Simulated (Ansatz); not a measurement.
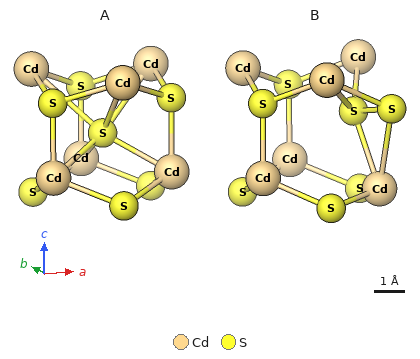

Two geometries of a defect cell of composition Cd48S49 (cell charge +1), drawn at one scale. One is the start of a relaxation, the other its converged end. The picture is a ball-and-stick view of the atoms within 4.2 Å of the atom that moves most (axes of the cell of the calculation (origin shifted)), seen slightly off an axis.

The calculation used DFT, PBEsol, PAW, plane waves (Ansatz 0.2.0). Settings: plane-wave cutoff 420 eV; k-point mesh 1 × 1 × 1; mesh shifted by (0.25, 0.25, 0.25); collinear spin; atoms relaxed in a fixed cell; force threshold 0.03 eV/Å; at most 80 steps.

### Which of the two is the end point?

Structure B is the relaxed one. Over 19 geometry steps the energy falls by 2.410 eV per cell of the calculation. Largest force component: 1 eV/Å at the start, 0.022 eV/Å at the end. The forces were under the threshold at step 12, but the run went on from there. An S atom moves most: 1.55 Å roughly along [3 −1 2]. By element the largest moves are S 1.55 Å, Cd 0.58 Å. The cell stays as it was. Among the contacts that change: Cd–S 2.481 → 3.968 Å, Cd–S 2.700 → 4.025 Å, Cd–S 2.649 → 3.695 Å, S–S 2.741 → 3.565 Å. New bonds form, among them: S–S (2.67 → 2.04 Å). Bonds break, among them: Cd–S (2.48 → 3.97 Å), Cd–S (2.65 → 3.69 Å), Cd–S (2.70 → 4.03 Å). The program noted that the starting moments weren't kept. The run took 52 s on 1 × NVIDIA GB200 with 8 threads of Arm Neoverse-V2, peak memory 2.6 GiB.

Limits of the set-up: the cell is charged, on a uniform background, and energies carry no finite-size correction.
